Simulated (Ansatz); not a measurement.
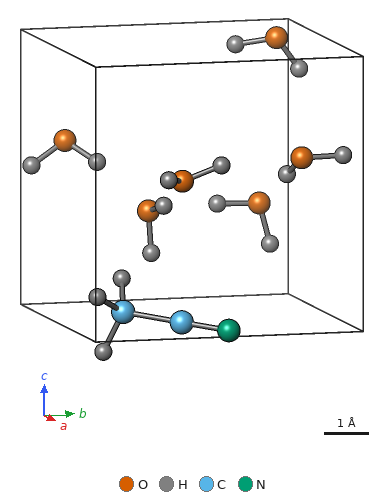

Starting frame of a dynamics run of a periodic cell with 6 H2O + 1 CH3CN at 0.928 g/cm³. Style: ball-and-stick. Shown: the simulation cell, slightly off an axis.

The calculation used DFT PBEsol, scalar-relativistic, plane waves, PAW in Ansatz.

Input file:
```yaml
crystal:
  lattice:
    - [6.439277, 0.0, 0.0]
    - [0.0, 6.439277, 0.0]
    - [0.0, 0.0, 6.439277]
  atoms:
    - { symbol: O, position: [0.15898698, 0.90669968, -0.04659992] }
    - { symbol: H, position: [0.13189503, 0.99881349, -0.16659279] }
    - { symbol: H, position: [0.09022695, 0.77250921, -0.07496012] }
    - { symbol: O, position: [0.31048297, 0.38515454, 0.36425326] }
    - { symbol: H, position: [0.46310739, 0.3992267, 0.40328738] }
    - { symbol: H, position: [0.30274704, 0.3976462, 0.20962843] }
    - { symbol: O, position: [0.69537474, 0.40484397, 0.52418137] }
    - { symbol: H, position: [0.72070856, 0.54341874, 0.57991461] }
    - { symbol: H, position: [0.82183793, 0.31813148, 0.54839609] }
    - { symbol: O, position: [0.56224376, 0.88796451, 0.57260135] }
    - { symbol: H, position: [0.57896056, 1.03809877, 0.57870896] }
    - { symbol: H, position: [0.42957993, 0.86953638, 0.49539434] }
    - { symbol: O, position: [0.19174503, 0.83256369, 0.35951057] }
    - { symbol: H, position: [0.18933071, 0.87363532, 0.20943603] }
    - { symbol: H, position: [0.17541917, 0.68032998, 0.36055749] }
    - { symbol: O, position: [0.03917394, 0.14891392, 0.59201783] }
    - { symbol: H, position: [0.14580194, 0.23928168, 0.52519883] }
    - { symbol: H, position: [0.05541479, 0.01910548, 0.50884863] }
    - { symbol: C, position: [0.7564361, 0.16579708, 0.06645749] }
    - { symbol: C, position: [0.88076041, 0.34988844, 0.03855304] }
    - { symbol: "N", position: [0.98231757, 0.49749, 0.01704658] }
    - { symbol: H, position: [0.7007239, 0.10719363, -0.0841201] }
    - { symbol: H, position: [0.85211944, 0.04288668, 0.13803693] }
    - { symbol: H, position: [0.62278976, 0.19769692, 0.16850311] }
basis:
  ecutwfc: 420.0
kpoints:
  mp_grid: { grid: [1, 1, 1] }
hamiltonian:
  xc: pbesol
scf:
  occupations: { method: fermi_dirac, width: 0.02 }
  lower_state_search: "off"
md:
  timestep: 0.75
  n_steps: 300
  ensemble: nvt_langevin
  temperature: 500.0
  initial_velocities: maxwell_boltzmann
  seed: 691810
  friction: 0.02
```

Run as
```bash
ansatz run input.yaml --threads 1 --pin off --max-ram 3072MiB --backend cpu --events-out ev --progress --plain --runs-dir out
```

> Predict how the run goes.

Over the second half the temperature averages 467 K (spread ±49 K). The potential energy is still drifting at the end, so the run hasn't reached equilibrium. The potential energy in the second half lies on average 54.9 meV per atom above the first frame. Root-mean-square distances from the starting positions over the second half, with the common drift of all atoms taken out: H 0.92 Å, N 0.78 Å, O 0.67 Å, C 0.33 Å. The heavy atoms stay within a fraction of a molecule's size of their starting places; so short a run doesn't tell a liquid from a solid.

Along the run (each row but the first and the last is the mean over the interval that it begins):

```csv
time (fs),potential energy (meV/atom),T (K)
0.0,0.0,479
37.5,45.5,434
75.0,57.2,479
112.5,48.4,470
150.0,56.6,460
187.5,59.7,470
225.0,58.4,552
```

The paths of the atoms:

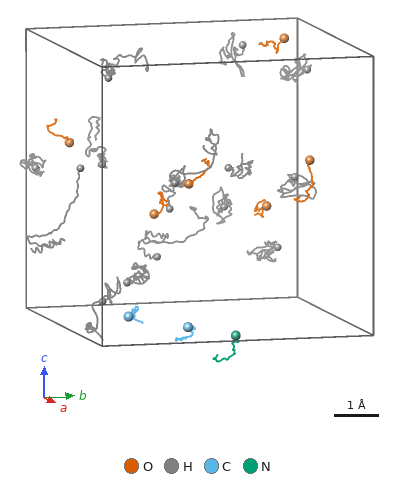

Limits of the set-up: the periodic images lie only 6.4 Å apart, so the values are limited by the cell's size.

Cost: 7.9 min on 1 thread of Arm Neoverse V1, on a shared host, peak memory 0.33 GiB.
